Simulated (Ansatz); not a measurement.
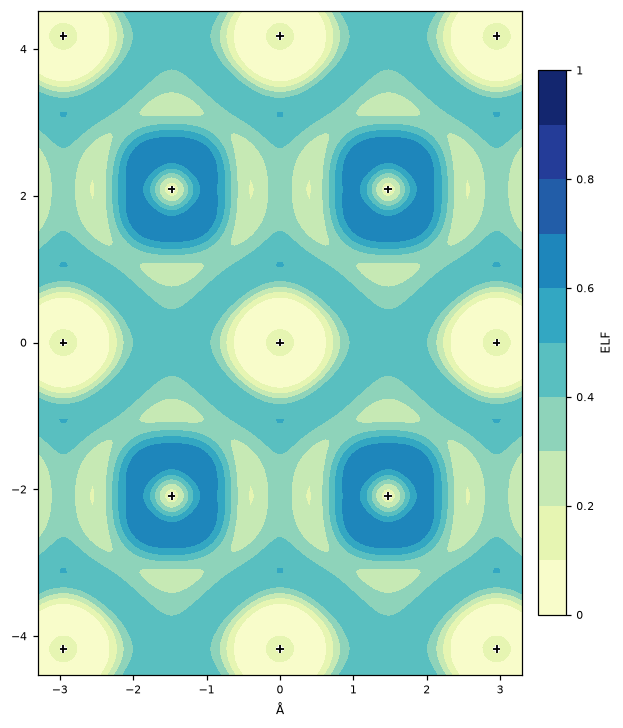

The ELF on a plane through atoms (crosses mark nuclei in the plane).

All numbers below come from Ansatz, DFT, PBE, plane-wave PAW, default files, scalar-relativistic.

Candidates:
A. AlRu, a = 2.95 Å, b = 2.95 Å, c = 2.95 Å, α = 90.00°, β = 90.00°, γ = 90.00°. Space group Pm-3m; computed pressure about 12 GPa in this cell; computed without spin polarisation.
B. MoS2, a = 3.19 Å, b = 3.19 Å, c = 13.18 Å, α = 90.00°, β = 90.00°, γ = 120.00°. Space group P6₃/mmc; a structure from a database of computed crystals, not necessarily the ambient phase; the program warned that a starting moment wasn't kept; spin-polarised, but the moments vanished.

Question: Which system is this?

Answer: Candidate A: AlRu on the (101̄) plane of the conventional cell, which holds Al and Ru. Al–Ru (2.56 Å): the ELF is about 0.40 at the midpoint.
